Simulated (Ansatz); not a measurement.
## Two runs on TaN

System: TaN (Amm2, 2 atoms in the cell).
Method of run 1: DFT PBEsol, scalar-relativistic, plane waves, PAW, no spin polarisation (Ansatz 0.2.0).

The structure derives from an entry of the Crystallography Open Database. Text and figures count atoms from 1; the logs count them from 0 in places.

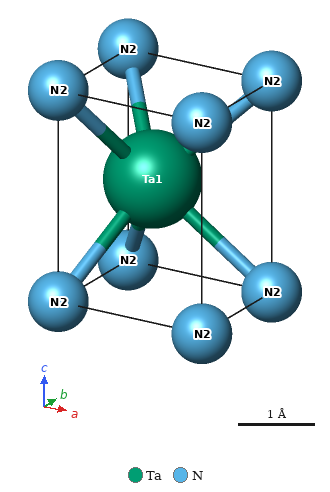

Fig. 1: The structure (ball-and-stick view of the cell of the calculation, seen slightly off an axis; atoms are numbered from 1 in the order of the input). An atom can appear more than once, as a periodic image. Near neighbours in the periodic cell (some may lie outside the picture): Ta has 6 N at 2.20 to 2.22 Å and 8 Ta at 2.87 to 2.91 Å; N has 6 Ta at 2.20 to 2.22 Å.

### Input file, run 1
```yaml
crystal:
  lattice:
    - [2.8655092638, 0.0, 0.0]
    - [-1.4327546319, 2.5322487931, 0.0]
    - [0.0, 0.0, 2.8707276427]
  atoms:
    - { symbol: Ta, position: [0.3333333333, 0.6666666667, 0.5] }
    - { symbol: "N", position: [0.0, 0.0, 0.0] }
basis:
  ecutwfc: 420
kpoints:
  mp_grid: { grid: [24, 24, 20] }
hamiltonian:
  xc: pbesol
scf:
  occupations: { method: gaussian, width: 0.15 }
output:
  forces: true
  stress: true
  eigenvalues: true
```

Launched with:
```bash
ansatz run input.yaml --threads 1 --pin off --max-ram 2560MiB --backend cpu --events-out ev --progress --plain --runs-dir out
```

Hardware: 1 thread of Intel Xeon (Granite Rapids), 192 GiB of memory available, shared host.

### Output, shortened to warnings, some set-up lines, iterations and results (run 1)
```
Basis set: ecut = 420 eV, 405 PW (Γ), exchange–correlation on 40×40×40 points (8 copies of the dense FFT grid, shifted against one another)
Symmetry: 4 space group operations
k-points: 1727 of 11520 (time reversal used)
Initial density: superposition of atomic densities (neutral atoms: chi_scale 0, normalization atom), corrected by the library's trained network
[...]
SCF iter   1: F=—  HF=-10187.639329 eV  |F-HF|=—  |Δ(HF+E_count)|=         —  Δρ=1.82e-2  dr2=6.59e-2  ethr=1.77e-3  ⟨swp⟩=5.3  Hψ=110792  notcnv=0
SCF iter   2: F=—  HF=-10187.631867 eV  |F-HF|=—  |Δ(HF+E_count)|=   7.46e-3  Δρ=1.11e-2  dr2=2.82e-2  ethr=3.66e-4  ⟨swp⟩=1.0  Hψ=36267  notcnv=0
SCF iter   3: F=—  HF=-10187.625546 eV  |F-HF|=—  |Δ(HF+E_count)|=   6.32e-3  Δρ=1.16e-3  dr2=1.61e-4  ethr=1.56e-4  ⟨swp⟩=2.1  Hψ=28575  notcnv=0
SCF iter   4: F=—  HF=-10187.625467 eV  |F-HF|=—  |Δ(HF+E_count)|=   7.93e-5  Δρ=2.36e-4  dr2=7.83e-6  ethr=8.95e-7  ⟨swp⟩=2.0  Hψ=36481  notcnv=0
SCF iter   5: F=—  HF=-10187.625480 eV  |F-HF|=—  |Δ(HF+E_count)|=   1.27e-5  Δρ=1.99e-5  dr2=3.73e-8  ethr=4.35e-8  ⟨swp⟩=2.3  Hψ=31892  notcnv=0
SCF iter   6: F=-10187.625480 eV  HF=-10187.625480 eV  |F-HF|=1.82e-12  |Δ(HF+E_count)|=  6.11e-10  Δρ=3.43e-6  dr2=7.93e-10  ethr=2.07e-10  ⟨swp⟩=2.5  Hψ=85609  notcnv=0
SCF 1 converged in 6 iterations: F = -10187.625480 eV  dr2 = 7.93e-10
SCF converged after 6 iterations
Free energy (F): -10187.625480 eV
Harris-Foulkes:  -10187.625480 eV  (|F-HF|=1.82e-12)
Internal energy: -10187.624855 eV  (E = F + TS)
E sigma→0 (E₀):  -10187.625167 eV
Entropy (-TS):   -0.000625 eV (-0.312 meV/atom)
Fermi energy:    20.818128 eV
--- Per-component energies (eV) ---
  E_band       = -41.303467
  E_kinetic    = 501.549739
  E_local      = -581.178880  (includes V_loc(G=0)·N_el)
  E_nonlocal   = 63.033459
  E_hartree    = 196.732439
  E_xc         = -278.721734
  E_vxc        = -282.729297  (∫ρ·V_xc dr)
  E_paw        = -8395.754922  (= ΣΔE_a)
  E_vpaw       = -135.443238  (= ΣTr[D̂ρ^β])
  E_aug_tail   = 0.000175  (compensation charges beyond the density's cutoff)
  E_ewald      = -1693.526876
  E_core_change = 0.241745  (= ΣΔE_core)
  E_smearing   = -0.000625  (= −TS)
  E_closure    = -0.000000  (closes the sum)
  Σ components = -10187.625480   (vs F -10187.625480, Δ=0.00e0)
--- Forces (eV/Å), atoms counted from 1 ---
  atom   1  Ta     0.00000000    -0.05156658     0.00000000
  atom   2  N      0.00000000     0.05156969     0.00000000
  max |Σ_I F_I| component: 3.12e-6 eV/Å
--- Stress (GPa, compression-positive) ---
       14.541225       0.000000       0.000000
        0.000000       4.454066       0.000000
        0.000000       0.000000       3.442075
  P = ⅓ Tr σ = 7.4791 GPa (74.791 kbar)
```

The input of run 2 differs as follows (lines with − go, lines with + come):
```diff
-    - [2.8655092638, 0.0, 0.0]
-    - [-1.4327546319, 2.5322487931, 0.0]
+    - [2.9824688256, 0.0, 0.0]
+    - [-1.4912344128, 2.5322487931, 0.0]
```

Predict how the results change.

With the same functional and potentials, run 2 lies 0.9 meV per atom lower. The pressure goes from 7.48 to −6.55 GPa. The volume per atom goes from 10.42 to 10.84 Å³. The number of SCF iterations is the same.

### Output, shortened to warnings, some set-up lines, iterations and results (run 2)
```
Basis set: ecut = 420 eV, 405 PW (Γ), exchange–correlation on 40×40×40 points (8 copies of the dense FFT grid, shifted against one another)
Symmetry: 4 space group operations
k-points: 1727 of 11520 (time reversal used)
Initial density: superposition of atomic densities (neutral atoms: chi_scale 0, normalization atom), corrected by the library's trained network
[...]
SCF iter   1: F=—  HF=-10187.639203 eV  |F-HF|=—  |Δ(HF+E_count)|=         —  Δρ=1.69e-2  dr2=5.91e-2  ethr=1.77e-3  ⟨swp⟩=5.2  Hψ=110237  notcnv=0
SCF iter   2: F=—  HF=-10187.632713 eV  |F-HF|=—  |Δ(HF+E_count)|=   6.49e-3  Δρ=1.02e-2  dr2=2.51e-2  ethr=3.28e-4  ⟨swp⟩=1.0  Hψ=36267  notcnv=0
SCF iter   3: F=—  HF=-10187.627283 eV  |F-HF|=—  |Δ(HF+E_count)|=   5.43e-3  Δρ=1.07e-3  dr2=1.52e-4  ethr=1.39e-4  ⟨swp⟩=2.1  Hψ=28139  notcnv=0
SCF iter   4: F=—  HF=-10187.627212 eV  |F-HF|=—  |Δ(HF+E_count)|=   7.04e-5  Δρ=2.22e-4  dr2=6.71e-6  ethr=8.43e-7  ⟨swp⟩=2.0  Hψ=35913  notcnv=0
SCF iter   5: F=—  HF=-10187.627228 eV  |F-HF|=—  |Δ(HF+E_count)|=   1.62e-5  Δρ=1.87e-5  dr2=3.54e-8  ethr=3.73e-8  ⟨swp⟩=2.3  Hψ=31608  notcnv=0
SCF iter   6: F=-10187.627228 eV  HF=-10187.627228 eV  |F-HF|=1.82e-12  |Δ(HF+E_count)|=   2.53e-9  Δρ=3.67e-6  dr2=9.28e-10  ethr=1.97e-10  ⟨swp⟩=2.3  Hψ=83808  notcnv=0
SCF 1 converged in 6 iterations: F = -10187.627228 eV  dr2 = 9.28e-10
SCF converged after 6 iterations
Free energy (F): -10187.627228 eV
Harris-Foulkes:  -10187.627228 eV  (|F-HF|=1.82e-12)
Internal energy: -10187.626574 eV  (E = F + TS)
E sigma→0 (E₀):  -10187.626901 eV
Entropy (-TS):   -0.000655 eV (-0.327 meV/atom)
Fermi energy:    19.932403 eV
--- Per-component energies (eV) ---
  E_band       = -56.730118
  E_kinetic    = 498.493499
  E_local      = -609.743977  (includes V_loc(G=0)·N_el)
  E_nonlocal   = 62.408009
  E_hartree    = 204.235481
  E_xc         = -277.783237
  E_vxc        = -281.511053  (∫ρ·V_xc dr)
  E_paw        = -8395.261404  (= ΣΔE_a)
  E_vpaw       = -134.847375  (= ΣTr[D̂ρ^β])
  E_aug_tail   = 0.000187  (compensation charges beyond the density's cutoff)
  E_ewald      = -1670.216877
  E_core_change = 0.241745  (= ΣΔE_core)
  E_smearing   = -0.000655  (= −TS)
  E_closure    = -0.000000  (closes the sum)
  Σ components = -10187.627228   (vs F -10187.627228, Δ=0.00e0)
--- Forces (eV/Å), atoms counted from 1 ---
  atom   1  Ta     0.00000000     0.03335492     0.00000000
  atom   2  N      0.00000000    -0.03335896     0.00000000
  max |Σ_I F_I| component: 4.03e-6 eV/Å
--- Stress (GPa, compression-positive) ---
      -12.569764       0.000000       0.000000
        0.000000      -4.107769       0.000000
        0.000000       0.000000      -2.960527
  P = ⅓ Tr σ = -6.5460 GPa (-65.460 kbar)
```

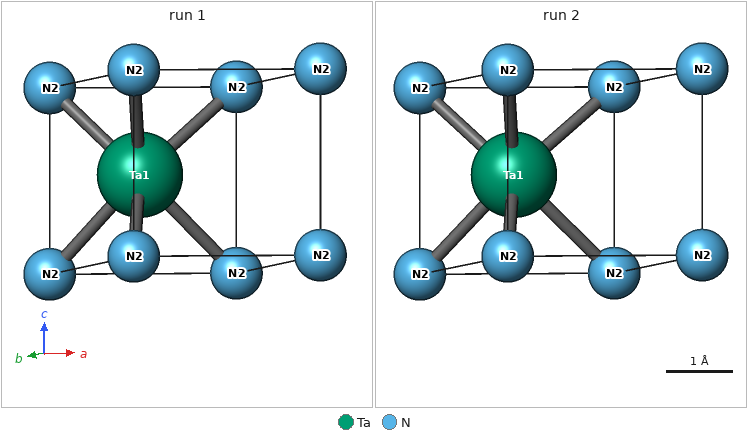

Fig. 2: The two input geometries at one scale (ball-and-stick view of the cell of the calculation, seen at an oblique angle). The atoms keep their places relative to the cell (all moves are under 0.005 Å). The drawn cell changes as follows: a 2.866 → 2.982 Å (+4.1 %), b 2.909 → 2.939 Å (+1.0 %), c stays at 2.871 Å, γ 119.5° → 120.5°; the volume changes by +4.1 %. Among the contacts that change: Ta1–Ta1 2.866 → 2.982 Å, Ta1–N2 2.197 → 2.235 Å.

### The two runs side by side

| quantity | run 1 | run 2 |
| --- | --- | --- |
| outcome | converged | converged |
| free energy per atom (eV) | −5093.8127 | −5093.8136 |
| gap on the mesh (eV) | 0.00 | 0.00 |
| pressure (GPa) | 7.48 | −6.55 |
| volume per atom (Å³) | 10.42 | 10.84 |
| largest force (eV/Å) | 0.052 | 0.033 |
| SCF iterations | 6 | 6 |
| irreducible k-points | 1727 | 1727 |
| plane waves at Γ | 405 | 405 |
| wall time (shared host) | 25 s | 27 s |

For both runs: Spin–orbit coupling is left out, which matters for Ta.
